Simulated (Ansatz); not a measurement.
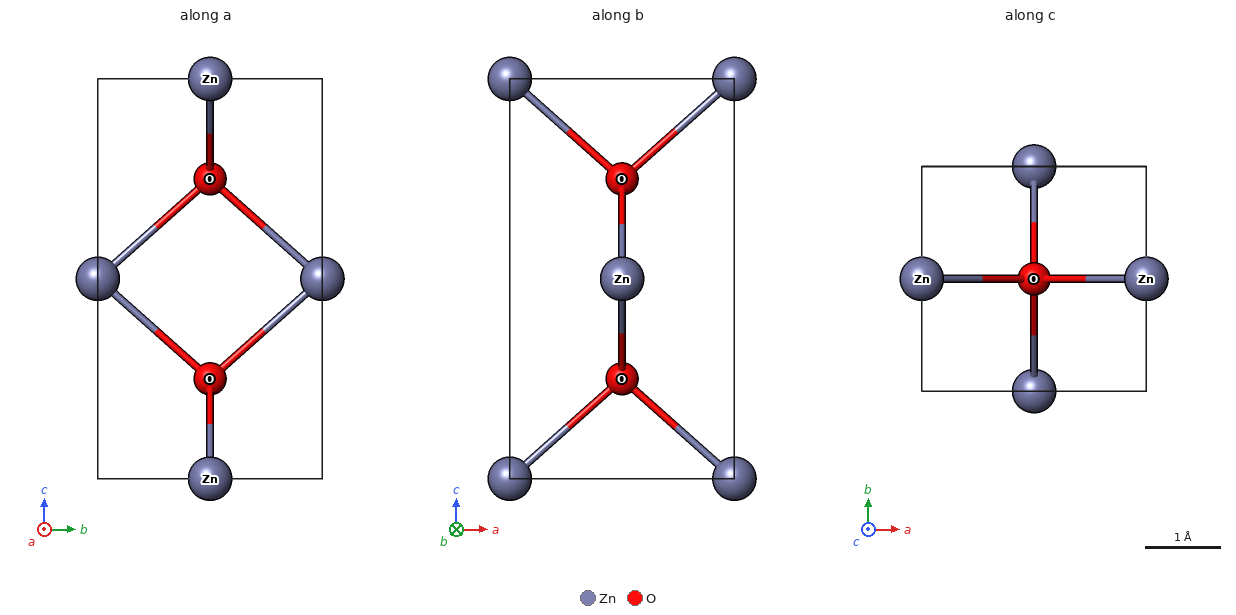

The structure above is drawn in ball-and-stick style and viewed along the a axis, along the b axis and along the c axis. The lines enclose the conventional unit cell; boundary atoms appear with their images.

Lattice parameters: a = 3.033 Å, b = 3.033 Å, c = 5.400 Å, α = 90.00°, β = 90.00°, γ = 90.00°.

> Convert the drawing into a table of Wyckoff sites.

Space group P4_2/mmc (No. 131).
| atom | site | x | y | z |
| --- | --- | --- | --- | --- |
| Zn | 2c | 0.0000 | 0.5000 | 0.0000 |
| O | 2f | 0.5000 | 0.5000 | 0.2500 |

Source of the structure: a structure type filled with these elements by a generator (whether the compound takes this form wasn't checked). Earlier steps of the study may have refined or changed the cell and positions. It was run through Ansatz as a DFT input.
